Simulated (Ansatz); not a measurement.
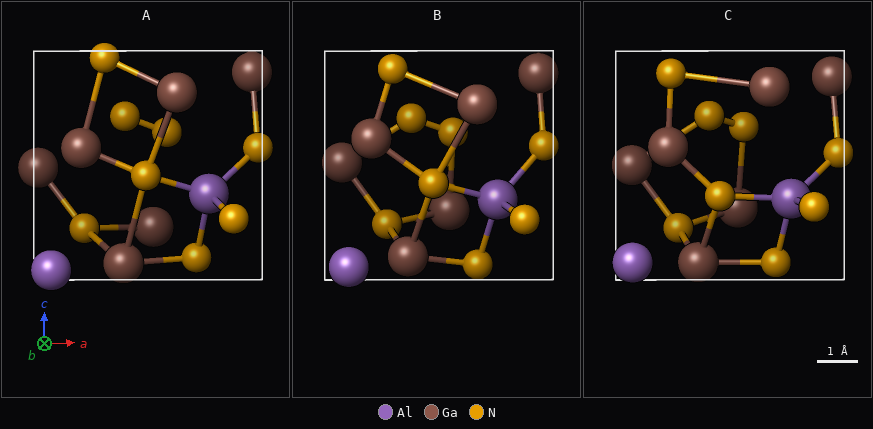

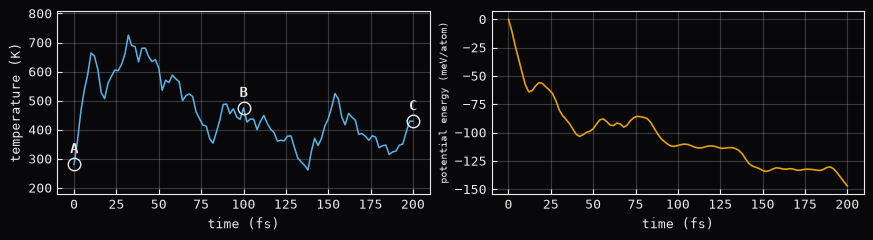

Molecular dynamics of an amorphous cell of composition AlGa$_{3}$N$_{4}$ (16 atoms in the cell), 200 fs long. It starts from the last geometry of an earlier run, with fresh velocities. Frames (A at 0 fs, B at 100 fs, C at 200 fs) and the history of the run. A ball-and-stick model of the simulation cell, seen along the b axis. Bonds to atoms that aren't drawn are left out.

These are results of DFT PBEsol, scalar-relativistic, plane waves, PAW (Ansatz), not measurements. Set-up: plane-wave cutoff 420 eV; k-point mesh 1 × 1 × 1; Fermi-Dirac smearing 0.05 eV; volume 1.12 times that of the relaxed crystal; set temperature 300 K; time step 2 fs.

Input file:
```yaml
crystal:
  lattice:
    - [5.844282, 0.029519, 0.007246]
    - [0.029519, 5.832817, 0.12971]
    - [0.007246, 0.12971, 5.862171]
  atoms:
    - { symbol: Al, position: [0.7669146523, 0.3579831674, 0.3758999544] }
    - { symbol: Al, position: [0.0759479204, 0.0094394135, 0.0430709489] }
    - { symbol: Ga, position: [0.2077216643, 0.2616631219, 0.5766210874] }
    - { symbol: Ga, position: [0.5239063421, 0.9402182276, 0.2315237427] }
    - { symbol: Ga, position: [0.0194968115, 0.8067968438, 0.4907998193] }
    - { symbol: Ga, position: [0.6266856007, 0.0912166566, 0.8185779786] }
    - { symbol: Ga, position: [0.3924574683, 0.4638721088, 0.0726332649] }
    - { symbol: Ga, position: [0.9555636954, 0.5534330265, 0.9064115417] }
    - { symbol: "N", position: [0.3993032204, 0.6663415898, 0.7146961068] }
    - { symbol: "N", position: [0.2212343589, 0.7595829569, 0.2261755721] }
    - { symbol: "N", position: [0.8757239157, 0.0469710506, 0.2664619018] }
    - { symbol: "N", position: [0.3099585615, 0.1702038196, 0.9704105886] }
    - { symbol: "N", position: [0.4908235592, 0.2573320562, 0.4558613139] }
    - { symbol: "N", position: [0.5831702502, 0.7257458192, 0.6447420038] }
    - { symbol: "N", position: [0.9818182668, 0.4718944022, 0.5762729624] }
    - { symbol: "N", position: [0.7124565741, 0.5414695889, 0.0969973624] }
  symmetry: { detect: false }
basis:
  ecutwfc: 420
  xc_grid: 1
kpoints:
  mp_grid: { grid: [1, 1, 1], shift: [0.0, 0.0, 0.0] }
hamiltonian:
  xc: pbesol
scf:
  occupations: { method: fermi_dirac, width: 0.05 }
  lower_state_search: "off"
  convergence: { dr2_threshold: 1.0e-05 }
output:
  forces: true
  stress: true
md:
  timestep: 2.0
  n_steps: 100
  ensemble: nvt_langevin
  friction: 0.015
  temperature: 300.0
  initial_velocities: maxwell_boltzmann
  seed: 87144
```

Run as
```bash
ansatz run input.yaml --threads 2 --pin off --max-ram 5120MiB --backend cpu --events-out ev --progress --plain --runs-dir out
```

What happens in this trajectory?

Answer. The mean temperature in the second half is 387 K (standard deviation 56 K). The potential energy is still drifting at the end, so the run hasn't reached equilibrium. The potential energy in the second half lies on average 125 meV per atom below the first frame. The first frame is far from relaxed (forces up to 3.6 eV/Å), so much of the motion is the structure settling. The mean pressure there is −2.0 GPa. Root-mean-square distances from the starting positions over the second half, with the common drift of all atoms taken out: Ga 0.35 Å, N 0.32 Å, Al 0.22 Å. Against the typical shortest distance between atoms in the first frame, about 1.8 Å these are large excursions, but over 200 fs one can't yet tell strong vibration from the start of diffusion.

Limits of the set-up: the periodic images lie only 5.8 Å apart, so the values are limited by the cell's size.

The run took 48 s on 2 threads of AMD EPYC 7R13 Processor (Zen 3), with other jobs on the host, peak memory 0.41 GiB.
